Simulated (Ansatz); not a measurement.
**AlP: a changed input and its effect**

System: AlP (F-43m, 2 atoms in the cell).
Method of the first run: DFT PBEsol, scalar-relativistic, plane waves, PAW, no spin polarisation (Ansatz 0.2.0).

The structure derives from an entry of the Crystallography Open Database. Text and figures count atoms from 1; the logs count them from 0 in places.

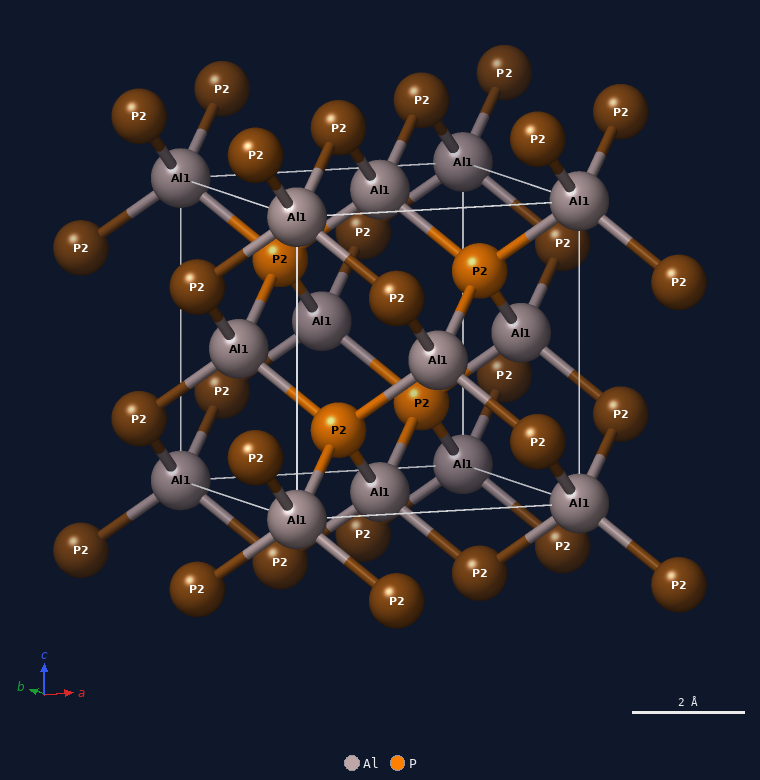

**Figure 1.** The structure as given in the input (ball-and-stick view of the cell 4 times as large as that of the calculation, set on its symmetry axes, seen slightly off an axis; neighbours outside the cell are drawn fainter; atoms are numbered from 1 in the order of the input).

### The input, the first run
```yaml
crystal:
  lattice:
    - [0.0, 2.7351727429, 2.7351727429]
    - [2.7351727429, 0.0, 2.7351727429]
    - [2.7351727429, 2.7351727429, 0.0]
  atoms:
    - { symbol: Al, position: [0.0, 0.0, 0.0] }
    - { symbol: P, position: [0.75, 0.75, 0.75] }
basis:
  ecutwfc: 420
kpoints:
  mp_grid: { grid: [8, 8, 8] }
hamiltonian:
  xc: pbesol
scf:
  occupations: { method: fixed }
output:
  forces: true
  stress: true
  eigenvalues: true
relax:
  adjacent_minimum: "off"
  f_tol: 0.001
  max_steps: 60
  cell: { stress_tol: 0.02, p_target: 12.0 }
```

Launched with:
```bash
ansatz run input.yaml --threads 1 --pin off --max-ram 3072MiB --backend cpu --events-out ev --progress --plain --runs-dir out
```

Hardware: 1 thread of Intel Xeon @ 2.50GHz (Skylake/Cascade Lake), 32 GiB of memory available, shared host.

### Output, shortened to warnings, some set-up lines, iterations and results (the first run)
```
Basis set: ecut = 420 eV, 821 PW (Γ), exchange–correlation on 54×54×54 points (8 copies of the dense FFT grid, shifted against one another)
Symmetry: 24 space group operations
k-points: 29 of 512 (time reversal used)
Initial density: superposition of atomic densities (neutral atoms: chi_scale 0, normalization atom), corrected by the library's trained network
[...]
SCF iter   1: F=—  HF=-1265.737098 eV  |F-HF|=—  |Δ(HF+E_count)|=         —  Δρ=3.58e-3  dr2=9.39e-3  ethr=1.77e-3  ⟨swp⟩=5.3  Hψ=1695  notcnv=0  defer=51
SCF iter   2: F=—  HF=-1265.734460 eV  |F-HF|=—  |Δ(HF+E_count)|=   2.64e-3  Δρ=1.05e-3  dr2=4.61e-4  ethr=1.17e-4  ⟨swp⟩=2.9  Hψ=612  notcnv=0  defer=52
SCF iter   3: F=—  HF=-1265.734471 eV  |F-HF|=—  |Δ(HF+E_count)|=   1.06e-5  Δρ=3.97e-4  dr2=6.06e-5  ethr=5.76e-6  ⟨swp⟩=2.5  Hψ=346  notcnv=0  defer=54
SCF iter   4: F=—  HF=-1265.734473 eV  |F-HF|=—  |Δ(HF+E_count)|=   2.20e-6  Δρ=5.40e-5  dr2=7.05e-7  ethr=7.57e-7  ⟨swp⟩=2.0  Hψ=322  notcnv=0  defer=49
SCF iter   5: F=-1265.734473 eV  HF=-1265.734473 eV  |F-HF|=3.43e-9  |Δ(HF+E_count)|=   5.08e-7  Δρ=4.31e-6  dr2=4.16e-9  ethr=8.81e-9  ⟨swp⟩=2.5  Hψ=335  notcnv=0  defer=49
[... 37 lines ...]
SCF iter   5: F=—  HF=-1265.588631 eV  |F-HF|=—  |Δ(HF+E_count)|=  1.12e-10  Δρ=5.73e-7  dr2=1.37e-10  ethr=5.43e-12  ⟨swp⟩=1.0  Hψ=233  notcnv=0  defer=50
SCF iter   6: F=—  HF=-1265.588631 eV  |F-HF|=—  |Δ(HF+E_count)|=  3.96e-11  Δρ=2.32e-7  dr2=2.14e-11  ethr=1.71e-12  ⟨swp⟩=1.6  Hψ=269  notcnv=0  defer=50
SCF iter   7: F=-1265.588631 eV  HF=-1265.588631 eV  |F-HF|=1.36e-12  |Δ(HF+E_count)|=  6.37e-12  Δρ=8.22e-8  dr2=2.63e-12  ethr=1.00e-12  ⟨swp⟩=10.3  Hψ=2034  notcnv=0
SCF 7 converged in 7 iterations: F = -1265.588631 eV  dr2 = 2.63e-12
relax step   7: F+E_penalty+E_count = -1265.58863065 eV  Δ(F+E_penalty+E_count) = -8.868e-11 eV  max|allowed force component| = 2.776e-17 eV/Å  Δτ_max = 0.0000 Å  P = +12.000 …
basis re-selected at this cell: Δ(F+E_penalty+E_count) = -8.868e-11 eV, ΔP = +0.000 GPa vs the last step (what re-selecting the basis moved, of the pressure what is left beyond the Pulay correction that the steps carried, after the strain that the cell walked since its last selection, with what the …
SCF converged after 7 iterations
Free energy (F): -1265.588631 eV
Harris-Foulkes:  -1265.588631 eV  (|F-HF|=1.36e-12)
Internal energy: -1265.588631 eV  (E = F + TS)
E sigma→0 (E₀):  -1265.588631 eV
Fermi energy:    6.050018 eV
--- Per-component energies (eV) ---
  E_band       = 10.583063
  E_kinetic    = 97.265691
  E_local      = -74.407522  (includes V_loc(G=0)·N_el)
  E_nonlocal   = 46.051648
  E_hartree    = 22.706926
  E_xc         = -102.053675
  E_vxc        = -91.921728  (∫ρ·V_xc dr)
  E_paw        = -1009.524038  (= ΣΔE_a)
  E_vpaw       = -11.818876  (= ΣTr[D̂ρ^β])
  E_aug_tail   = 0.000000  (compensation charges beyond the density's cutoff)
  E_ewald      = -245.692895
  E_core_change = 0.065235  (= ΣΔE_core)
  E_smearing   = -0.000000  (= −TS)
  E_closure    = 0.000000  (closes the sum)
  Σ components = -1265.588631   (vs F -1265.588631, Δ=0.00e0)
--- Forces (eV/Å), atoms counted from 1 ---
  atom   1  Al    -0.00000000    -0.00000000     0.00000000
  atom   2  P      0.00000000     0.00000000    -0.00000000
  max |Σ_I F_I| component: 1.85e-17 eV/Å
--- Stress (GPa, compression-positive) ---
       12.000000      -0.000000      -0.000000
       -0.000000      12.000000       0.000000
       -0.000000       0.000000      12.000000
  P = ⅓ Tr σ = 12.0000 GPa (120.000 kbar)
--- Relaxed structure (5 steps of the walk, 5 accepted, 2 SCFs on fresh bases) ---
  F+E_penalty+E_count = -1265.58863065 eV   max|allowed force component| = 2.776e-17 eV/Å   (the final SCF, on the basis selected at the relaxed cell)
  cell:  # Å, volume = 36.6552 Å³
    - [-3.362945541711089e-33, 2.6365445077595533, 2.6365445077595533]
    - [2.6365445077595533, 1.7528079793160828e-32, 2.6365445077595533]
    - [2.6365445077595533, 2.6365445077595533, 1.0904096150396563e-32]
  atoms:
    - { symbol: Al, position: [1.4082693309858336e-33, -1.9011635968308754e-33, -1.4317404865022644e-33] }
    - { symbol: P, position: [0.7500000000000001, 0.7500000000000001, 0.7500000000000001] }
```

For the second run the input was changed thus:
```diff
+  convergence: { dr2_threshold: 1.0e-11 }
-  cell: { stress_tol: 0.02, p_target: 12.0 }
+  cell: { stress_tol: 0.01 }
```

How does the second run compare with the first run?

The second run ends 72.9 meV per atom lower: the change has altered the solution reached or how tightly it is converged. The gap on the mesh goes from 1.22 to 1.45 eV. The pressure goes from 12.00 to 0.01 GPa. The volume per atom goes from 18.33 to 20.46 Å³. The SCF takes 12 iterations over all geometry steps against 33. On the same kind of shared host the second run took about 0.36 times as long.

### Output, shortened to warnings, some set-up lines, iterations and results (the second run)
```
Warning: relax.cell: scf.convergence.dr2_threshold = 1e-11 eV is looser than the 8e-12 eV advised for a relaxation that steers and ends on the stress (1e-10 eV for each atom of the cell: 2, times the square of relax.cell.stress_tol = 0.01 GPa over its default 0.05). What an SCF threshold leaves in a stress goes as its square root, and in the free energy as the threshold itself, and one threshold …
Basis set: ecut = 420 eV, 821 PW (Γ), exchange–correlation on 54×54×54 points (8 copies of the dense FFT grid, shifted against one another)
Symmetry: 24 space group operations
k-points: 29 of 512 (time reversal used)
Initial density: superposition of atomic densities (neutral atoms: chi_scale 0, normalization atom), corrected by the library's trained network
[...]
SCF iter   1: F=—  HF=-1265.737098 eV  |F-HF|=—  |Δ(HF+E_count)|=         —  Δρ=3.58e-3  dr2=9.39e-3  ethr=1.77e-3  ⟨swp⟩=5.3  Hψ=1695  notcnv=0  defer=51
SCF iter   2: F=—  HF=-1265.734460 eV  |F-HF|=—  |Δ(HF+E_count)|=   2.64e-3  Δρ=1.05e-3  dr2=4.61e-4  ethr=1.17e-4  ⟨swp⟩=2.9  Hψ=612  notcnv=0  defer=52
SCF iter   3: F=—  HF=-1265.734471 eV  |F-HF|=—  |Δ(HF+E_count)|=   1.06e-5  Δρ=3.97e-4  dr2=6.06e-5  ethr=5.76e-6  ⟨swp⟩=2.5  Hψ=346  notcnv=0  defer=54
SCF iter   4: F=—  HF=-1265.734473 eV  |F-HF|=—  |Δ(HF+E_count)|=   2.35e-6  Δρ=5.40e-5  dr2=7.04e-7  ethr=7.57e-7  ⟨swp⟩=2.1  Hψ=322  notcnv=0  defer=49
SCF iter   5: F=—  HF=-1265.734473 eV  |F-HF|=—  |Δ(HF+E_count)|=   3.53e-7  Δρ=4.32e-6  dr2=4.19e-9  ethr=8.80e-9  ⟨swp⟩=2.4  Hψ=335  notcnv=0  defer=44
[... 6 lines ...]
SCF iter   3: F=—  HF=-1265.734473 eV  |F-HF|=—  |Δ(HF+E_count)|=  2.50e-11  Δρ=3.37e-7  dr2=3.45e-11  ethr=1.64e-12  ⟨swp⟩=1.1  Hψ=236  notcnv=0  defer=51
SCF iter   4: F=—  HF=-1265.734473 eV  |F-HF|=—  |Δ(HF+E_count)|=  3.18e-12  Δρ=2.06e-7  dr2=1.06e-11  ethr=1.00e-12  ⟨swp⟩=1.0  Hψ=233  notcnv=0  defer=51
SCF iter   5: F=-1265.734473 eV  HF=-1265.734473 eV  |F-HF|=6.82e-13  |Δ(HF+E_count)|=  2.27e-13  Δρ=1.26e-7  dr2=3.71e-12  ethr=1.00e-12  ⟨swp⟩=10.0  Hψ=1752  notcnv=0
SCF 2 converged in 5 iterations: F = -1265.734473 eV  dr2 = 3.71e-12
relax step   2: F+E_penalty+E_count = -1265.73447346 eV  Δ(F+E_penalty+E_count) = +9.095e-13 eV  max|allowed force component| = 2.035e-16 eV/Å  Δτ_max = 0.0000 Å  P = +0.008 …
basis re-selected at this cell: Δ(F+E_penalty+E_count) = +9.095e-13 eV, ΔP = +0.000 GPa vs the last step (what re-selecting the basis moved, of the pressure what is left beyond the Pulay correction that the steps carried, after the strain that the cell walked since its last selection, with what the …
SCF converged after 5 iterations
Free energy (F): -1265.734473 eV
Harris-Foulkes:  -1265.734473 eV  (|F-HF|=6.82e-13)
Internal energy: -1265.734473 eV  (E = F + TS)
E sigma→0 (E₀):  -1265.734473 eV
Fermi energy:    4.937630 eV
--- Per-component energies (eV) ---
  E_band       = 3.909510
  E_kinetic    = 93.502186
  E_local      = -82.476885  (includes V_loc(G=0)·N_el)
  E_nonlocal   = 44.858252
  E_hartree    = 24.694056
  E_xc         = -100.476929
  E_vxc        = -89.932227  (∫ρ·V_xc dr)
  E_paw        = -1009.066992  (= ΣΔE_a)
  E_vpaw       = -11.429927  (= ΣTr[D̂ρ^β])
  E_aug_tail   = 0.000001  (compensation charges beyond the density's cutoff)
  E_ewald      = -236.833398
  E_core_change = 0.065235  (= ΣΔE_core)
  E_smearing   = -0.000000  (= −TS)
  E_closure    = 0.000000  (closes the sum)
  Σ components = -1265.734473   (vs F -1265.734473, Δ=0.00e0)
--- Forces (eV/Å), atoms counted from 1 ---
  atom   1  Al    -0.00000000     0.00000000    -0.00000000
  atom   2  P      0.00000000    -0.00000000     0.00000000
  max |Σ_I F_I| component: 7.40e-17 eV/Å
--- Stress (GPa, compression-positive) ---
        0.008156      -0.000000       0.000000
       -0.000000       0.008156       0.000000
       -0.000000       0.000000       0.008156
  P = ⅓ Tr σ = 0.0082 GPa (0.082 kbar)
--- Relaxed structure (1 steps of the walk, 1 accepted, 1 SCFs on fresh bases) ---
  F+E_penalty+E_count = -1265.73447346 eV   max|allowed force component| = 2.035e-16 eV/Å   (the final SCF, on the basis selected at the relaxed cell)
  cell:  # Å, volume = 40.9246 Å³
    - [0.0, 2.7351727429, 2.7351727429]
    - [2.7351727429, 0.0, 2.7351727429]
    - [2.7351727429, 2.7351727429, 0.0]
  atoms:
    - { symbol: Al, position: [0.0, 0.0, 0.0] }
    - { symbol: P, position: [0.75, 0.75, 0.75] }
```

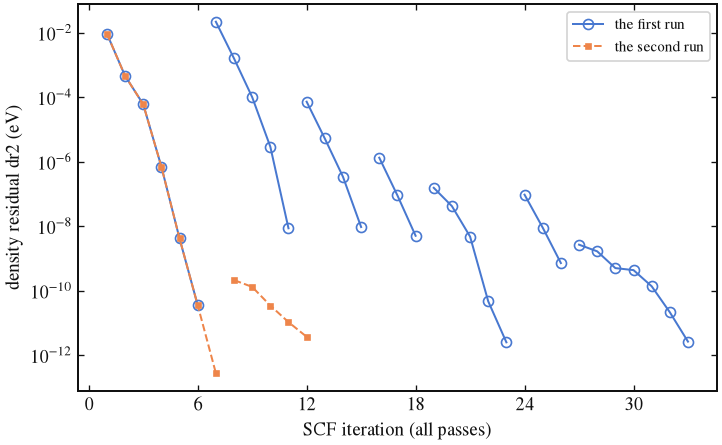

**Figure 2.** Convergence of the two runs: density residual dr2 against the SCF iteration. A break in a curve parts two SCF passes. The first run takes 33 iterations in all, and the second run takes 12.

### The two runs side by side

| quantity | the first run | the second run |
| --- | --- | --- |
| outcome | converged | converged |
| free energy per atom (eV) | −632.7943 | −632.8672 |
| gap on the mesh (eV) | 1.22 | 1.45 |
| pressure (GPa) | 12.00 | 0.01 |
| volume per atom (Å³) | 18.33 | 20.46 |
| largest force (eV/Å) | 0.000 | 0.000 |
| SCF iterations | 33 | 12 |
| irreducible k-points | 29 | 29 |
| wall time (shared host) | 9.8 s | 3.5 s |

For the first run: The cell was relaxed to the target pressure of the input; what is minimised is then the enthalpy E + pV. For the second run: Warnings: the SCF threshold is looser than advised for the printed stress.
